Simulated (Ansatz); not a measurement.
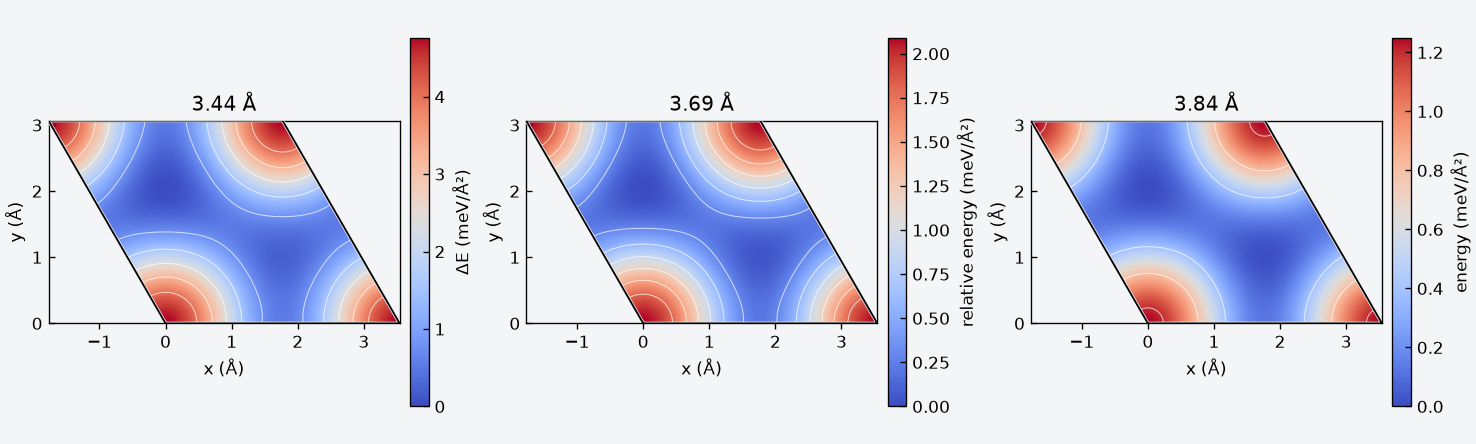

Three maps of one series, each from its own lowest grid point and on its own colour scale; the layer distance changes from map to map. A bilayer of two PtS₂ sheets (1T type) (6 atoms in the cell). The upper layer of a bilayer is slid over the lower one; relaxed at each slide: nothing; the origin of the map has S4 above S3. Places are given modulo a cell vector. The map is drawn in real space over the plane of the slide. Grid: 6 × 6 points. Energies: meV/Å², counted from the lowest grid point. At a held distance the lowest stacking need not be the one that binds best once the distance relaxes. Computed with Ansatz 0.2.0, DFT PBE+D3(BJ), scalar-relativistic, plane waves, PAW. Settings: cutoff 420 eV, k-mesh 9×9×1, gaussian smearing 0.05 eV, no spin polarisation.

The picture shows a smooth colour map with a few white contour lines, the outline of one cell of the plane. Between grid points the surface is interpolated.

The span runs from the lowest to the highest grid point; passes are read from the interpolated surfaces.

| layer distance | lowest grid point | span (meV/Å²) | easiest pass (meV/Å²) |
| --- | --- | --- | --- |
| 3.44 Å | S above S of a deeper plane, the Pt behind them above Pt | 4.8 | 0.52 |
| 3.69 Å | S above S of a deeper plane, the Pt behind them above Pt | 2.1 | 0.21 |
| 3.84 Å | S above S of a deeper plane, the Pt behind them above Pt | 1.3 | 0.12 |

Q: One more map of the series was computed, for the layer distance 3.24 Å. What do you expect for it?

A: A straight line of ln(span) against the layer distance through the 3 maps has the slope −3.3 per Å (a decay length of 0.30 Å) and gives 9.31 meV/Å² at 3.24 Å. The computed span is 8.96 meV/Å², below the fit by 4 %. The lowest grid point is S above S of a deeper plane, the Pt behind them above Pt, as for 3.44 Å, 3.69 Å and 3.84 Å. The easiest pass out of the lowest well is about 1.1 meV/Å².

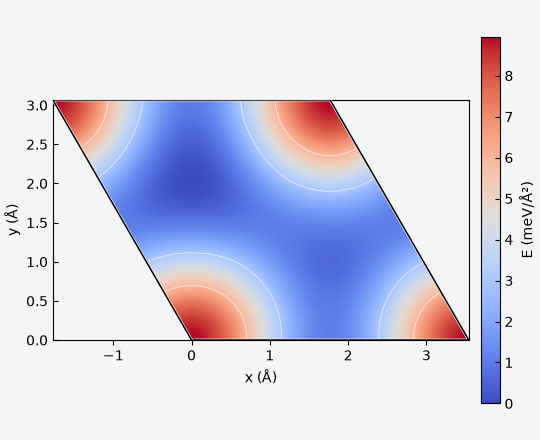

The map for 3.24 Å.

PAW datasets: the set soft_1.
